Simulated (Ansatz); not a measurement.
# Si2Mo with one Mo vacancy: vacancy hop, part 2 of 2

Aim: the minimum-energy path and barrier of the vacancy hop. The ends are relaxed first, then joined by a nudged elastic band. Host space group I4/mmm.

Ansatz 0.2.0; DFT PBE, plane waves, PAW, scalar-relativistic, no spin polarisation. The steps go on from the part before.

## Step 6: The band

crystal.atoms is end A as relaxed above, and neb.final_atoms is end B. With 5 inner images the band has 7 in all.

input.yaml

```yaml
crystal:
  lattice:
    - [6.408529, 0.0, 0.0]
    - [0.0, 6.408529, 0.0]
    - [0.0, 0.0, 7.816192]
  atoms:
    - { symbol: Si, position: [-0.00111422, -0.00035064, 0.66851805] }
    - { symbol: Si, position: [-0.0006415, -0.00011313, 0.33267172] }
    - { symbol: Mo, position: [-0.00103432, -0.00022043, 0.0006502] }
    - { symbol: Si, position: [0.49922225, -0.00027928, 0.66840414] }
    - { symbol: Si, position: [0.49909002, -0.00033116, 0.33282896] }
    - { symbol: Mo, position: [0.49901538, -0.00026923, 0.00064821] }
    - { symbol: Si, position: [-0.00100519, 0.49971648, 0.66610092] }
    - { symbol: Si, position: [-0.00081759, 0.4993541, 0.33532456] }
    - { symbol: Si, position: [0.243544, 0.25501737, 0.16306783] }
    - { symbol: Si, position: [0.24425631, 0.25480587, 0.83821905] }
    - { symbol: Mo, position: [0.24799034, 0.25111579, 0.50088579] }
    - { symbol: Si, position: [0.49928602, 0.50027715, 0.66842538] }
    - { symbol: Si, position: [0.49903256, 0.49999249, 0.33292107] }
    - { symbol: Mo, position: [0.49892989, 0.49979491, 0.00071397] }
    - { symbol: Si, position: [0.75399157, 0.25500363, 0.16301217] }
    - { symbol: Si, position: [0.75409768, 0.25506137, 0.8383953] }
    - { symbol: Mo, position: [0.75036876, 0.25108089, 0.50067206] }
    - { symbol: Si, position: [0.24291702, 0.74372886, 0.16279852] }
    - { symbol: Si, position: [0.24363999, 0.74454776, 0.83833145] }
    - { symbol: Mo, position: [0.24778357, 0.74864129, 0.50073813] }
    - { symbol: Si, position: [0.75420747, 0.74458261, 0.16291995] }
    - { symbol: Si, position: [0.75503118, 0.74375842, 0.83844689] }
    - { symbol: Mo, position: [0.75060612, 0.74867517, 0.50043979] }
basis:
  ecutwfc: 420.0
kpoints:
  mp_grid: { grid: [2, 2, 2] }
hamiltonian:
  xc: pbe
  pseudopotentials: { kind: paw, azcp: { folder: soft_1 } }
scf:
  occupations: { method: gaussian, width: 0.05 }
  lower_state_search: "off"
neb:
  images: 5
  f_tol: 0.03
  initial_path: idpp
  max_iterations: 80
  spring: 2.0
  final_atoms:
    - { symbol: Si, position: [0.0, 0.0, 0.66557447] }
    - { symbol: Si, position: [0.0, 0.0, 0.33442553] }
    - { symbol: Mo, position: [0.0, 0.5, 0.0] }
    - { symbol: Si, position: [0.5, 0.0, 0.66782127] }
    - { symbol: Si, position: [0.5, 0.0, 0.33217873] }
    - { symbol: Mo, position: [0.5, 0.0, 0.0] }
    - { symbol: Si, position: [0.0, 0.5, 0.66782127] }
    - { symbol: Si, position: [0.0, 0.5, 0.33217873] }
    - { symbol: Si, position: [0.24460143, 0.24460143, 0.16223567] }
    - { symbol: Si, position: [0.24460143, 0.24460143, 0.83776433] }
    - { symbol: Mo, position: [0.24869801, 0.24869801, 0.5] }
    - { symbol: Si, position: [0.5, 0.5, 0.66773548] }
    - { symbol: Si, position: [0.5, 0.5, 0.33226452] }
    - { symbol: Mo, position: [0.5, 0.5, 0.0] }
    - { symbol: Si, position: [0.75539857, 0.24460143, 0.16223567] }
    - { symbol: Si, position: [0.75539857, 0.24460143, 0.83776433] }
    - { symbol: Mo, position: [0.75130199, 0.24869801, 0.5] }
    - { symbol: Si, position: [0.24460143, 0.75539857, 0.16223567] }
    - { symbol: Si, position: [0.24460143, 0.75539857, 0.83776433] }
    - { symbol: Mo, position: [0.24869801, 0.75130199, 0.5] }
    - { symbol: Si, position: [0.75539857, 0.75539857, 0.16223567] }
    - { symbol: Si, position: [0.75539857, 0.75539857, 0.83776433] }
    - { symbol: Mo, position: [0.75130199, 0.75130199, 0.5] }
  order_check: true
```

Run with:

```sh
$ ansatz run input.yaml --threads 2 --pin off --max-ram 5120MiB --backend cpu --events-out ev --progress --plain --runs-dir out
```

The log of the run (excerpt; [...] marks lines left out):

```text
Warning: neb: disabling space-group detection — the band's intermediate images generally break the endpoint symmetry, so no spatial operation reduces the k-mesh or symmetrises the density, except that a semilocal band can use its path's symmetry ahead of convergence; time reversal is [...]
Warning: between the path's two end points as given, atom 2 moves 3.206 Å, but a periodic copy of its final position lies 3.203 Å from its initial position (atoms with a nearer copy: 1). The path is placed between the positions as given. If the final geometry was wrapped back into the [...]
Warning: RAYON_NUM_THREADS=2 ignored (pool sized by the plan → 2); use --threads N
[...]
Pseudopotentials: kind: paw
Pseudopotential: Si, paw, valence charge 4, recommended cutoff 420 eV (normal), <dir>
Pseudopotential: Mo, paw, valence charge 14, recommended cutoff 420 eV (normal), <dir>
Functional definition: PBE
[...]
parallel-image band execution: 2 concurrent image workers
NEB image 0
Crystal: 23 atoms, lattice volume = 321.005 Å³
Basis set: ecut = 420 eV, 6223 PW (Γ), exchange–correlation on 90×90×108 points (8 copies of the dense FFT grid, shifted against one another)
[...]
NSCF: frozen V_eff on 8 k-points
NEB image 6
[...]
NSCF: frozen V_eff on 8 k-points
NEB end point (image 0): max|allowed force component| = 2.022e-2 eV/Å (the criterion of neb.relax_end_points is 1.000e-2)
NEB end point (image 6): max|allowed force component| = 3.966e-3 eV/Å (the criterion of neb.relax_end_points is 1.000e-2)
NEB image 1
[...]
SCF iter   4: F=—  HF=-44870.923401 eV  |F-HF|=—  |Δ(HF+E_count)|=   3.02e-2  Δρ=1.90e-3  dr2=1.83e-2  ethr=1.29e-4  ⟨swp⟩=2.2  Hψ=1416  notcnv=0  defer=135
[...]
NEB image 2
[...]
NEB image 3
[...]
NEB image 4
[...]
NEB image 5
[...]
NEB iter   1: max|band force component| = 6.056e0 eV/Å  barrier→ = 8.1261 eV  barrier← = 8.1265 eV  Δτ_max = 0.2000 Å  (63 SCF iters)
[...]
NEB iter   7: max|band force component| = 1.464e-1 eV/Å  barrier→ = 6.1464 eV  barrier← = 6.1468 eV  CI = image 3  Δτ_max = 0.0115 Å  (30 SCF iters)
[...]
NEB iter   8: max|band force component| = 6.380e-2 eV/Å  barrier→ = 6.1443 eV  barrier← = 6.1447 eV  CI = image 3  Δτ_max = 0.0063 Å  (30 SCF iters)
NEB image 1
[...]
NEB image 2
[...]
NEB image 3
[...]
NEB image 4
[...]
NEB image 5
[...]
NEB image 1
NSCF: frozen V_eff on 8 k-points
NEB image 2
NSCF: frozen V_eff on 8 k-points
NEB image 4
NSCF: frozen V_eff on 8 k-points
NEB image 5
NSCF: frozen V_eff on 8 k-points
NEB image 3
NSCF: frozen V_eff on 8 k-points
[...]
NEB image 3, as the band closes
[...]
NEB point 1 about image 3
[...]
NEB point 2 about image 3
```

## Step 7: The log goes on: band between the two ends

Output, continued (excerpt; [...] marks lines left out):

```text
[...]
NEB point 3 about image 3
[...]
NEB point 4 about image 3
[...]
NEB point 5 about image 3
[...]
NEB point 6 about image 3
[...]
NEB point 7 about image 3
[...]
NEB point 8 about image 3
[...]
NEB point 9 about image 3
[...]
NEB point 10 about image 3
[...]
NEB point 11 about image 3
[...]
NEB point 12 about image 3
[...]
NEB point 13 about image 3
[...]
NEB point 14 about image 3
[...]
NEB point 15 about image 3
[...]
NEB point between images 0 and 1
[...]
NEB point between images 1 and 2
[...]
NEB point between images 2 and 3
[...]
NEB point between images 3 and 4
[...]
NEB point between images 4 and 5
[...]
NEB point between images 5 and 6
[...]
NEB point between images 0 and 1
[...]
NEB point between images 0 and 1
[...]
NEB point between images 1 and 2
[...]
NEB point between images 1 and 2
[...]
NEB point between images 2 and 3
[...]
NEB point between images 2 and 3
[...]
  forward barrier  = 6.143759 eV
  backward barrier = 6.144196 eV
  lagrangian_above_aufbau_ev (what the smearing adds, to first order; not taken off the barriers): saddle image -0.003335 eV, end points -0.007637 and -0.007636 eV
  climbing image's point = a first-order saddle point (lowest curvatures found: -2.57 and 2.16 eV/Å²)
  energies are F+E_penalty+E_count in eV, relative to image 0
  image     s (Å)  Δ vs image 0  max|band force component| (eV/Å)
      0    0.0000      0.000000                                 —
      1    0.6418      1.492564                          1.144e-2
      2    1.2836      4.810986                          6.855e-3
  *   3    1.9251      6.143759                          2.665e-2
      4    2.5682      4.806739                          6.649e-3
      5    3.2117      1.480972                          1.207e-2
      6    3.8554     -0.000437                                 —
  saddle-point geometry (image 3):
  cell:  # Å, volume = 321.0051 Å³
    - [6.408529, 0.0, 0.0]
    - [0.0, 6.408529, 0.0]
    - [0.0, 0.0, 7.816192]
  atoms:
```

## Step 8: More of the same log: band between the two ends

The log, continued (excerpt; [...] marks lines left out):

```text
    - { symbol: Si, position: [0.003152317386079842, 0.009676657451230083, 0.6719275735485435] }
    - { symbol: Si, position: [0.0008985634209050327, 0.013880420566933746, 0.3215983715213403] }
    - { symbol: Mo, position: [-0.034656692090752554, 0.24980127131719507, 0.03550005983914847] }
    - { symbol: Si, position: [0.5002461100883118, -0.015418479869100452, 0.6659092659320247] }
    - { symbol: Si, position: [0.49583822158982027, -0.024391165263767892, 0.33612683340064775] }
    - { symbol: Mo, position: [0.5172806531492828, -0.005235905113507421, -0.003733418728699616] }
    - { symbol: Si, position: [0.0031452623313413764, 0.49005031591578746, 0.6719309004025471] }
    - { symbol: Si, position: [0.0008892188629599047, 0.48581630319568136, 0.3215416309343218] }
    - { symbol: Si, position: [0.28870990907434313, 0.24989024585549427, 0.17628233493383352] }
[...]
    - { symbol: Si, position: [0.4958436527816161, 0.5241167405836021, 0.3361318197235491] }
    - { symbol: Mo, position: [0.5173165607610505, 0.5049548973788872, -0.00372766401940834] }
    - { symbol: Si, position: [0.6756450131550318, 0.24987886438834653, 0.20025789826515772] }
    - { symbol: Si, position: [0.7212300446609419, 0.24986586345540798, 0.8087166454814476] }
    - { symbol: Mo, position: [0.7451702773960445, 0.24985819947833632, 0.5023672196329891] }
    - { symbol: Si, position: [0.24416480165158008, 0.7498532060146772, 0.14928589584108637] }
    - { symbol: Si, position: [0.2331434313544195, 0.7498493979299437, 0.8409562750369919] }
    - { symbol: Mo, position: [0.24454589964727116, 0.7498575802633553, 0.49365008291849755] }
    - { symbol: Si, position: [0.7678422622033665, 0.749879853116407, 0.15788149975438256] }
    - { symbol: Si, position: [0.7814836771158425, 0.749871358033815, 0.8337827287469657] }
    - { symbol: Mo, position: [0.7618264690023206, 0.7498574347765536, 0.49187218094593343] }
```

Wall time 11 min (2 threads of Arm Neoverse V1, shared host); peak memory 1.5 GiB.

## Step 9: What the band shows

The 5 inner images lie between the fixed ends 0 and 6. Energy is taken from image 0, and the path length is the program's own coordinate along the band.

| image | path (Å) | energy (eV) | Mo3 x y z (Å) | band force (eV/Å) |
| --- | --- | --- | --- | --- |
| 0 | 0.000 | 0.0000 | -0.01 0.00 0.01 | - |
| 1 | 0.642 | 1.4926 | -0.06 0.43 0.05 | 0.011 |
| 2 | 1.284 | 4.8110 | -0.14 1.00 0.15 | 0.007 |
| 3* | 1.925 | 6.1438 | -0.22 1.60 0.28 | 0.027 |
| 4 | 2.568 | 4.8067 | -0.14 2.20 0.14 | 0.007 |
| 5 | 3.212 | 1.4810 | -0.05 2.77 0.05 | 0.012 |
| 6 | 3.855 | -0.0004 | 0.00 3.20 0.00 | - |

The star marks the climbing image.

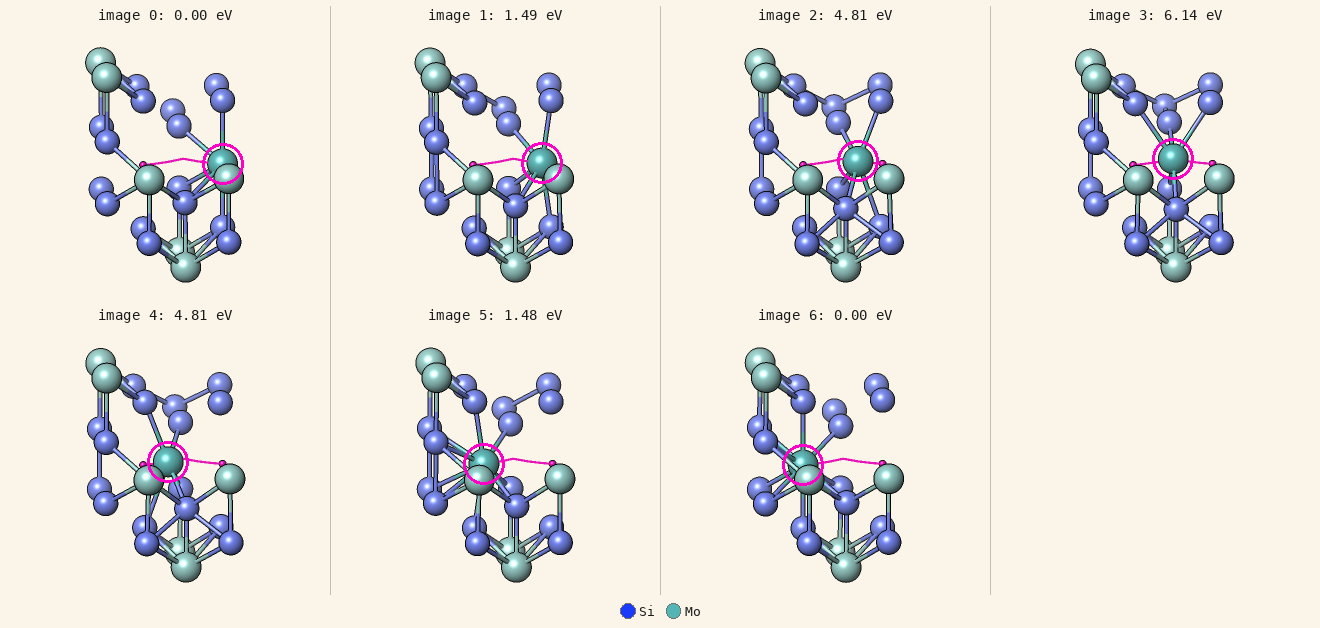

Snapshots along the band, viewed from a free direction. Ringed: Mo3. The magenta line is the track of the ringed atom over the whole band, with dots at its ends. Each atom of the cell is drawn once, at one copy chosen for all pictures, so bonds across the cell's faces may be missing; the others are paled. Sticks join atoms closer than a bonding distance in each image.

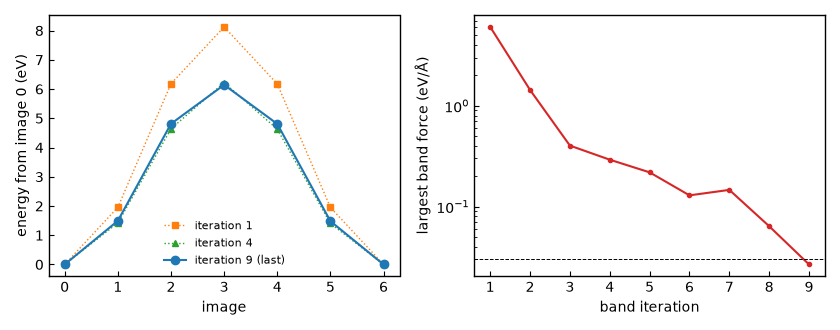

Left: energy of each image for early iterations and the last one (lines only join the points; early values far above the last band run off the scale). Right: the largest band force by iteration, with the threshold dashed.

How the highest energy settled:

```csv
iteration,highest image above image 0 (eV),largest band force (eV/Å)
1,8.1261,6.056
2,6.4831,1.434
3,6.2481,0.402
4,6.2198,0.292
5,6.1953,0.219
6,6.1570,0.129
7,6.1464,0.146
8,6.1443,0.064
9,6.1438,0.027
```

The band as a trajectory file:

```xyz
23
Lattice="6.409 0.000 0.000 0.000 6.409 0.000 0.000 0.000 7.816" Properties=species:S:1:pos:R:3 pbc="T T T" image=0 dE=0.0000
Si   -0.007   -0.002    5.225
Si   -0.004   -0.001    2.600
Mo   -0.007   -0.001    0.005
Si    3.199   -0.002    5.224
Si    3.198   -0.002    2.601
Mo    3.198   -0.002    0.005
Si   -0.006    3.202    5.206
Si   -0.005    3.200    2.621
Si    1.561    1.634    1.275
Si    1.565    1.633    6.552
Mo    1.589    1.609    3.915
Si    3.200    3.206    5.225
Si    3.198    3.204    2.602
Mo    3.197    3.203    0.006
Si    4.832    1.634    1.274
Si    4.833    1.635    6.553
Mo    4.809    1.609    3.913
Si    1.557    4.766    1.272
Si    1.561    4.771    6.553
Mo    1.588    4.798    3.914
Si    4.833    4.772    1.273
Si    4.839    4.766    6.553
Mo    4.810    4.798    3.912
23
Lattice="6.409 0.000 0.000 0.000 6.409 0.000 0.000 0.000 7.816" Properties=species:S:1:pos:R:3 pbc="T T T" image=1 dE=1.4926
Si    0.009    0.056    5.236
Si    0.002    0.059    2.595
Mo   -0.059    0.432    0.053
Si    3.199   -0.075    5.216
Si    3.186   -0.104    2.617
Mo    3.195    0.000   -0.003
Si    0.007    3.161    5.227
Si   -0.002    3.138    2.544
Si    1.721    1.642    1.338
Si    1.665    1.648    6.516
Mo    1.623    1.620    3.920
Si    3.206    3.264    5.206
Si    3.195    3.291    2.624
Mo    3.236    3.256   -0.007
Si    4.587    1.607    1.410
Si    4.687    1.624    6.447
Mo    4.785    1.619    3.921
Si    1.530    4.766    1.231
Si    1.521    4.760    6.560
Mo    1.571    4.821    3.906
Si    4.911    4.793    1.240
Si    4.938    4.778    6.560
Mo    4.847    4.817    3.902
23
Lattice="6.409 0.000 0.000 0.000 6.409 0.000 0.000 0.000 7.816" Properties=species:S:1:pos:R:3 pbc="T T T" image=2 dE=4.8110
Si    0.017    0.064    5.251
Si    0.006    0.071    2.569
Mo   -0.144    1.002    0.145
Si    3.199   -0.101    5.209
Si    3.181   -0.146    2.623
Mo    3.231   -0.016   -0.015
Si    0.017    3.143    5.247
Si    0.002    3.110    2.507
Si    1.813    1.646    1.376
Si    1.711    1.645    6.490
Mo    1.645    1.608    3.926
Si    3.205    3.291    5.198
Si    3.186    3.334    2.634
Mo    3.294    3.260   -0.020
Si    4.429    1.616    1.517
Si    4.616    1.620    6.354
Mo    4.775    1.607    3.926
Si    1.549    4.768    1.202
Si    1.512    4.761    6.562
Mo    1.578    4.819    3.886
Si    4.923    4.805    1.236
Si    4.977    4.787    6.538
Mo    4.862    4.819    3.880
23
Lattice="6.409 0.000 0.000 0.000 6.409 0.000 0.000 0.000 7.816" Properties=species:S:1:pos:R:3 pbc="T T T" image=3 dE=6.1438
Si    0.020    0.062    5.252
Si    0.006    0.089    2.514
Mo   -0.222    1.601    0.277
Si    3.206   -0.099    5.205
Si    3.178   -0.156    2.627
Mo    3.315   -0.034   -0.029
Si    0.020    3.141    5.252
Si    0.006    3.113    2.513
Si    1.850    1.601    1.378
Si    1.712    1.601    6.490
Mo    1.653    1.601    3.933
Si    3.206    3.301    5.205
Si    3.178    3.359    2.627
Mo    3.315    3.236   -0.029
Si    4.330    1.601    1.565
Si    4.622    1.601    6.321
Mo    4.775    1.601    3.927
Si    1.565    4.805    1.167
Si    1.494    4.805    6.573
Mo    1.567    4.805    3.858
Si    4.921    4.806    1.234
Si    5.008    4.806    6.517
Mo    4.882    4.805    3.845
23
Lattice="6.409 0.000 0.000 0.000 6.409 0.000 0.000 0.000 7.816" Properties=species:S:1:pos:R:3 pbc="T T T" image=4 dE=4.8067
Si    0.019    0.060    5.245
Si    0.004    0.092    2.505
Mo   -0.142    2.201    0.143
Si    3.207   -0.089    5.197
Si    3.188   -0.132    2.632
Mo    3.296   -0.057   -0.022
Si    0.019    3.138    5.249
Si    0.008    3.131    2.567
Si    1.815    1.557    1.375
Si    1.713    1.557    6.488
Mo    1.647    1.594    3.924
Si    3.201    3.304    5.207
Si    3.183    3.348    2.622
Mo    3.233    3.219   -0.017
Si    4.431    1.587    1.515
Si    4.618    1.582    6.353
Mo    4.777    1.596    3.924
Si    1.551    4.843    1.200
Si    1.514    4.850    6.561
Mo    1.580    4.792    3.884
Si    4.925    4.806    1.234
Si    4.979    4.824    6.537
Mo    4.864    4.792    3.878
23
Lattice="6.409 0.000 0.000 0.000 6.409 0.000 0.000 0.000 7.816" Properties=species:S:1:pos:R:3 pbc="T T T" image=5 dE=1.4810
Si    0.011    0.041    5.224
Si    0.002    0.065    2.541
Mo   -0.055    2.773    0.050
Si    3.210   -0.062    5.203
Si    3.199   -0.089    2.621
Mo    3.240   -0.053   -0.010
Si    0.012    3.147    5.233
Si    0.006    3.143    2.592
Si    1.725    1.560    1.334
Si    1.669    1.555    6.512
Mo    1.626    1.583    3.917
Si    3.203    3.278    5.212
Si    3.190    3.306    2.613
Mo    3.199    3.202   -0.006
Si    4.592    1.595    1.406
Si    4.692    1.579    6.444
Mo    4.790    1.583    3.918
Si    1.534    4.844    1.228
Si    1.525    4.851    6.557
Mo    1.575    4.790    3.902
Si    4.915    4.818    1.236
Si    4.942    4.833    6.557
Mo    4.851    4.793    3.898
23
Lattice="6.409 0.000 0.000 0.000 6.409 0.000 0.000 0.000 7.816" Properties=species:S:1:pos:R:3 pbc="T T T" image=6 dE=-0.0004
Si    0.000    0.000    5.202
Si    0.000    0.000    2.614
Mo    0.000    3.204    0.000
Si    3.204    0.000    5.220
Si    3.204    0.000    2.596
Mo    3.204    0.000    0.000
Si    0.000    3.204    5.220
Si    0.000    3.204    2.596
Si    1.568    1.568    1.268
Si    1.568    1.568    6.548
Mo    1.594    1.594    3.908
Si    3.204    3.204    5.219
Si    3.204    3.204    2.597
Mo    3.204    3.204    0.000
Si    4.841    1.568    1.268
Si    4.841    1.568    6.548
Mo    4.815    1.594    3.908
Si    1.568    4.841    1.268
Si    1.568    4.841    6.548
Mo    1.594    4.815    3.908
Si    4.841    4.841    1.268
Si    4.841    4.841    6.548
Mo    4.815    4.815    3.908
```

## Step 10: Summary of results

This closing draws on all 2 parts.

```
                    quantity                    value
                       end A  2 moves, 0.431 eV lower
                       end B  3 moves, 0.138 eV lower
            barrier forwards                  6.14 eV
           barrier backwards                  6.14 eV
second end relative to first                 0.000 eV
               highest image    3 of 0 to 6, climbing
             band iterations                        9
lowest curvatures at the top     -2.57 and 2.16 eV/Å²
```

Along this path the system climbs 6.14 eV from the first end (238 kT at 300 K); with a typical attempt rate of 10^13 per second that is roughly 10^-90 events a second. The two ends lie within 1 meV of each other. One curvature at the top is negative and the next is not: a first-order saddle point. A cell of 23 atoms lets the moving atom feel its images, and convergence in size and mesh was not shown.
